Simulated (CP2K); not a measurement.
# A series of single points on Si

System: Si (Fd-3m, 2 atoms in the cell).
Method: Kohn-Sham DFT of a periodic cell, PBE, GTH-PBE with UZH-TZVP basis, no spin polarisation (CP2K 2026.2).

The 6 runs differ only in the geometry, by an even scaling of the cell at fixed fractional positions. The structure derives from a Materials Project entry.

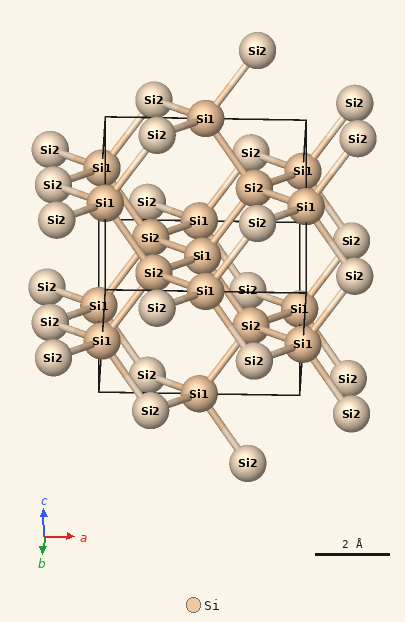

Figure 1. The structure of run 4 (ball-and-stick view of the cell 4 times as large as that of the calculation, set on its symmetry axes, seen at an oblique angle; neighbours outside the cell are drawn fainter; atoms are numbered from 1 in the order of the input).

### Input of run 4
```
&GLOBAL
  PROJECT si_eos
  RUN_TYPE ENERGY_FORCE
  PRINT_LEVEL LOW
&END GLOBAL
&FORCE_EVAL
  METHOD QS
  STRESS_TENSOR ANALYTICAL
  &DFT
    BASIS_SET_FILE_NAME BASIS_MOLOPT_UZH
    POTENTIAL_FILE_NAME POTENTIAL_UZH
    WFN_RESTART_FILE_NAME previous-RESTART.kp
    &MGRID
      CUTOFF 450
      REL_CUTOFF 60
      NGRIDS 4
    &END MGRID
    &QS
      METHOD GPW
      EPS_DEFAULT 1.0E-10
    &END QS
    &KPOINTS
      SCHEME MONKHORST-PACK 8 8 8
      GAMMA_CENTERED T
      SYMMETRY T
      SYMMETRY_BACKEND SPGLIB
    &END KPOINTS
    &SCF
      SCF_GUESS RESTART
      EPS_SCF 1.0E-6
      MAX_SCF 100
      ADDED_MOS 10
      CHOLESKY OFF
      EPS_EIGVAL 1.0E-7
      &DIAGONALIZATION ON
        ALGORITHM STANDARD
      &END DIAGONALIZATION
      &MIXING ON
        METHOD BROYDEN_MIXING
        ALPHA 0.4
        BETA 1.5
        NBUFFER 8
      &END MIXING
      &SMEAR ON
        METHOD FERMI_DIRAC
        ELECTRONIC_TEMPERATURE 580.23
      &END SMEAR
    &END SCF
    &XC
      &XC_FUNCTIONAL
        &GGA_X_PBE
        &END GGA_X_PBE
        &GGA_C_PBE
        &END GGA_C_PBE
      &END XC_FUNCTIONAL
    &END XC
    &PRINT
      &KPOINTS ON
      &END KPOINTS
      &MULLIKEN ON
      &END MULLIKEN
      &MO ON
        ENERGIES T
        OCCUPATION_NUMBERS T
        &EACH
          QS_SCF 0
        &END EACH
        ADD_LAST NUMERIC
      &END MO
    &END PRINT
  &END DFT
  &SUBSYS
    &CELL
      ABC 3.8747715186 3.8747715187 3.8747715187
      ALPHA_BETA_GAMMA 59.9999999986 59.9999999987 59.9999999990
      PERIODIC XYZ
    &END CELL
    &COORD
      Si  3.8747715187 2.2371003794 1.5818688484
      Si  5.8121572780 3.3556505690 2.3728032726
    &END COORD
    &KIND Si
      BASIS_SET TZVP-MOLOPT-PBE-GTH-q4
      POTENTIAL GTH-PBE-q4
    &END KIND
    &PRINT
      &ATOMIC_COORDINATES ON
      &END ATOMIC_COORDINATES
      &CELL ON
      &END CELL
      &SYMMETRY ON
      &END SYMMETRY
    &END PRINT
  &END SUBSYS
  &PRINT
    &FORCES ON
    &END FORCES
    &STRESS_TENSOR ON
    &END STRESS_TENSOR
  &END PRINT
&END FORCE_EVAL
```

Command:
```bash
OMP_NUM_THREADS=1 cp2k.psmp -i si_eos.inp -o si_eos.out
```

Lattice vectors (Å) and fractional positions of run 4:
```
   3.874772    0.000000    0.000000
   1.937386    3.355651    0.000000
   1.937386    1.118550    3.163738
Si  0.500000  0.500000  0.500000
Si  0.750000  0.750000  0.750000
```

Run 3 has the same physical settings and fractional positions; its lattice vectors (Å) are:
```
   3.823444    0.000000    0.000000
   1.911722    3.311200    0.000000
   1.911722    1.103733    3.121829
```

### Results, with one run withheld

```csv
run,volume per atom (Å³),"free energy per atom, from the lowest run given (meV)",pressure (GPa),gap on the mesh (eV)
1,18.955,32.60,7.64,0.60
2,19.358,16.42,5.25,0.64
3,19.761,?,?,?
4,20.568,0.00,−0.60,0.76
5,20.971,3.53,−2.18,0.79
6,21.375,10.82,−3.60,0.82
```

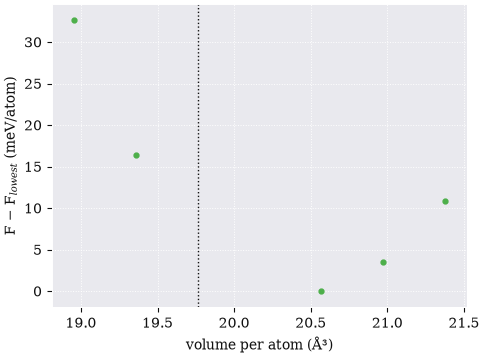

Figure 2. Free energy per atom of the runs given; the dotted line marks run 3.

What should run 3 give?

A cubic polynomial in V^(−2/3) (the Birch–Murnaghan form), fitted to the 5 runs given, misses them by at most 0.01 meV per atom. With x = V^(−2/3) − 0.13478 Å⁻², it reads F = 0.36561 + 1327 x + 7.0045e+05 x² + 8.4737e+05 x³ (meV per atom). At run 3 it gives 5.97 meV per atom, and the run itself gives 5.97. The slope of the fit gives a pressure −dF/dV of 3.10 GPa there, and the run prints 3.10 GPa. The fit has its minimum at 20.425 Å³ per atom, where V d²F/dV² gives 87.2 GPa: the bulk modulus at this level, since symmetry fixes the shape and the positions. The gap on the mesh goes, without turning, from 0.60 eV in run 1 to 0.82 eV in run 6; run 3 has 0.68 eV. These are gaps of this functional on this mesh, which can miss the band edges; they aren't the measured gap.

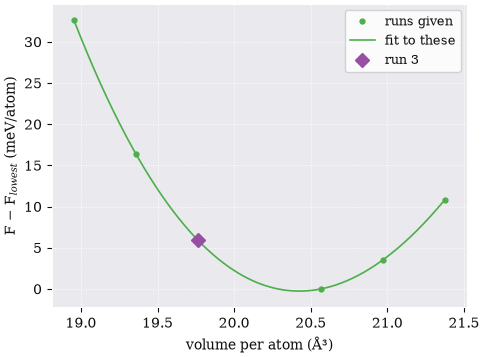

Figure 3. The fit and the withheld run.

### Some lines of the output (run 3)
```
[...]
  Fermi energy:                                                 0.21044230230197
  Total energy:                                                -7.87062098594048
  Total energy (extrapolated to T->0):                         -7.87062071975156
 MO| E(Fermi):            0.210442 a.u.          5.726426 eV
 MO| Band gap:            0.146533 a.u.          3.987354 eV
 MO| Band gap:            0.135244 a.u.          3.680182 eV
 MO| Band gap:            0.122064 a.u.          3.321518 eV
 MO| Band gap:            0.137721 a.u.          3.747572 eV
 MO| Band gap:            0.139474 a.u.          3.795285 eV
 MO| Band gap:            0.143312 a.u.          3.899724 eV
 MO| Band gap:            0.178221 a.u.          4.849640 eV
 MO| Band gap:            0.205146 a.u.          5.582303 eV
 MO| Band gap:            0.208869 a.u.          5.683620 eV
 MO| Band gap:            0.183870 a.u.          5.003358 eV
```
